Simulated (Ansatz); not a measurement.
## Electronic structure of CdS₅ in real space

The calculation's input:

```
crystal:
  lattice:
    - [8.0094692696, 0.0, 0.0]
    - [-4.0047346348, 6.9364038583, 0.0]
    - [0.0, 0.0, 2.6771854959]
  atoms:
    - { symbol: Cd, position: [0.0, 0.0, 0.0] }
    - { symbol: S, position: [0.5, 0.0, 0.5] }
    - { symbol: S, position: [0.0, 0.5, 0.5] }
    - { symbol: S, position: [0.5, 0.5, 0.5] }
    - { symbol: S, position: [0.3333333333, 0.6666666667, 0.5] }
    - { symbol: S, position: [0.6666666667, 0.3333333333, 0.5] }
basis:
  ecutwfc: 420
kpoints:
  mp_grid: { grid: [6, 6, 14] }
hamiltonian:
  xc: pbe
scf:
  occupations: { method: gaussian, width: 0.1 }
output:
  forces: true
  stress: true
  eigenvalues: true
  write_density: true
  write_potential: true
  elf: true
  volumetric_format: npy
relax:
  adjacent_minimum: "off"
  f_tol: 0.01
  max_steps: 80
  cell: { stress_tol: 0.05 }
```

Run with:

```sh
ansatz run input.yaml --threads 1 --pin off --max-ram 2560MiB --backend cpu --events-out ev --progress --plain --runs-dir out
```

Below, planes, directions and counts refer to the conventional cell (a = 8.10 Å, b = 8.10 Å, c = 2.65 Å, α = 90.00°, β = 90.00°, γ = 120.00°).

The fields are those of the run's last geometry, not of the input's.

Space group P6/mmm; a structure generated by program, which may or may not match a known phase.

Level of theory: DFT PBE, scalar-relativistic, plane waves, PAW in Ansatz 0.2.0.

The density is the valence pseudo-density of a PAW calculation; it isn't the true density close to the nuclei.

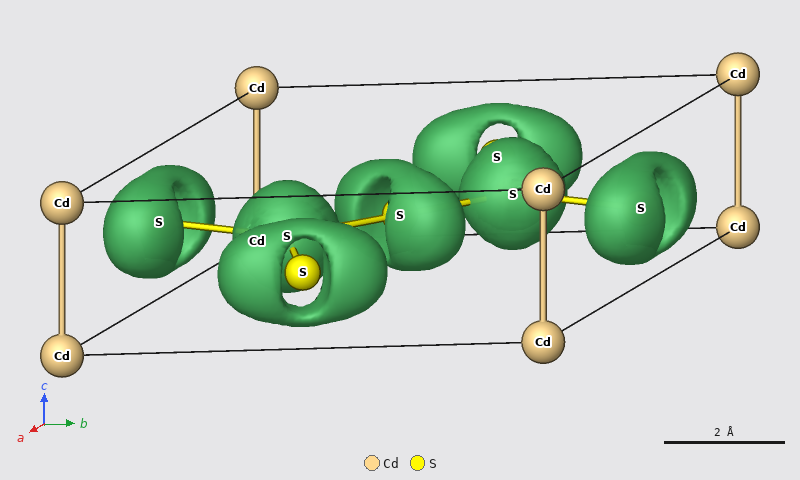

Figure 1. Isosurface of the electron localisation function at 0.8 (green), seen slightly off an axis. Only the valence region is drawn (cores and ρ < 0.01 e/Å³ removed). Sticks mark near contacts.

**Where are the electrons localised?**

The surface consists of five regions wrapped around S (the valence shell of each), counted in one cell of 6 atoms. Regions shared between cells count once.


S–S (2.34 Å): the ELF peaks at about 0.85 in the valence shell of S, 0.8 Å from its nucleus, and drops to about 0.60 between the two atoms. Cd–Cd (2.65 Å): the ELF is about 0.30 at the midpoint (no shared electron pair shows on this line).

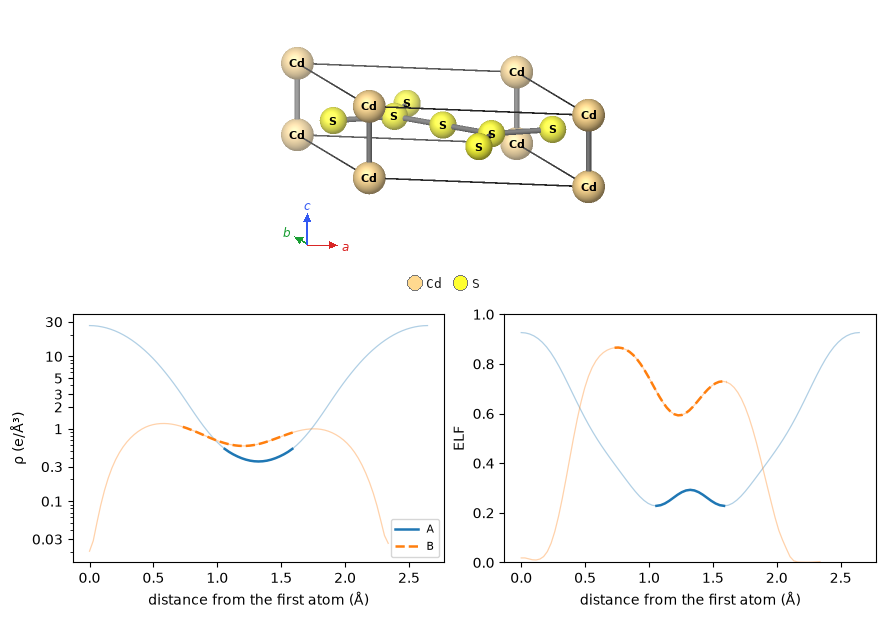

Figure 2. Valence charge density (pseudo) and ELF along straight lines between neighbouring atoms. Thin, pale parts lie inside the atomic spheres. The structure is drawn too.

**Which curve belongs to which contact (Cd–Cd and S–S)? The first atom named is at distance zero.**

Curve A: Cd–Cd (2.65 Å): ρ is about 0.35 e/Å³ halfway; the ELF is about 0.30 at the midpoint (no shared electron pair shows on this line). Curve B: S–S (2.34 Å): ρ at the midpoint is about 0.58 e/Å³; the ELF peaks at about 0.85 in the valence shell of S, 0.8 Å from its nucleus, and drops to about 0.60 between the two atoms.

**Does the calculation give a band gap?**

It is metallic or semimetallic at this level of theory: no gap opens.
